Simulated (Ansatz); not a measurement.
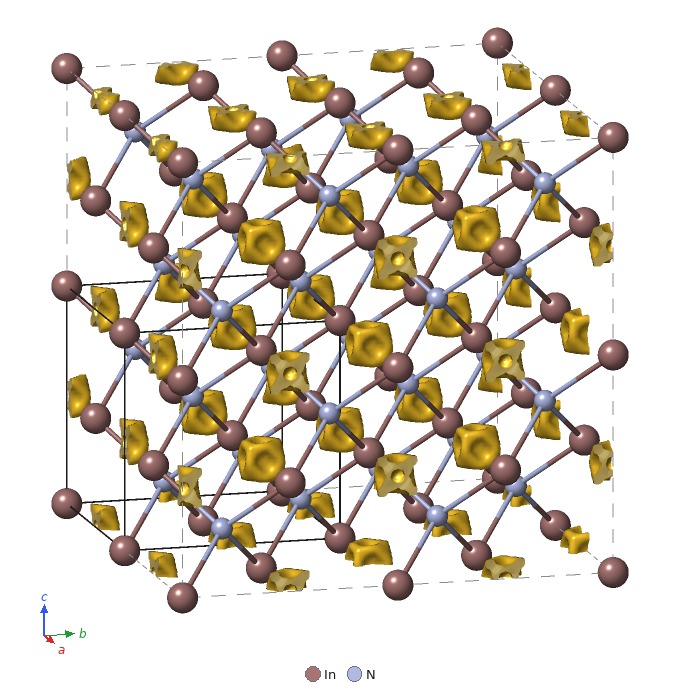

Bond-valence mismatch map for Mg2+ in InN in space group F-43m: the yellow surface encloses the points where |V − 2| < 0.4 v.u. (2×2×2 cells, view slightly off an axis). Pale faces close the region where the drawn box cuts it.

At each point the valence sum V of a Mg2+ ion is computed from the anions within 5 Å (s = exp((R0 − d)/b), R0 fitted to published crystal structures with b = 0.37 Å; R0: Mg2+–N 1.814 Å). Points too close to the other cations are excluded (2.1 Å from In). Mg2+ is a guest here, not part of the formula. This is an empirical screen for pathways, not an energy calculation.

The cell is taken from coordinates from a relaxation with DFT PBE+D3(BJ), scalar-relativistic, plane waves, PAW (Ansatz).

Space group F-43m (No. 216). a = 5.013 Å, b = 5.013 Å, c = 5.013 Å, α = 90.00°, β = 90.00°, γ = 90.00°
```json
{"atom": "In", "site": "4a", "symmetry": "-43m", "x": "0.0000", "y": "0.0000", "z": "0.0000"}
{"atom": "N", "site": "4d", "symmetry": "-43m", "x": "0.2500", "y": "0.2500", "z": "0.7500"}
```

> How are the low-mismatch regions connected?

No path at this level: the regions are isolated pockets that do not connect across cells.

> At which mismatch do paths open?

No path opens below 1.4 v.u. These are grid estimates, good to about 0.1 v.u.
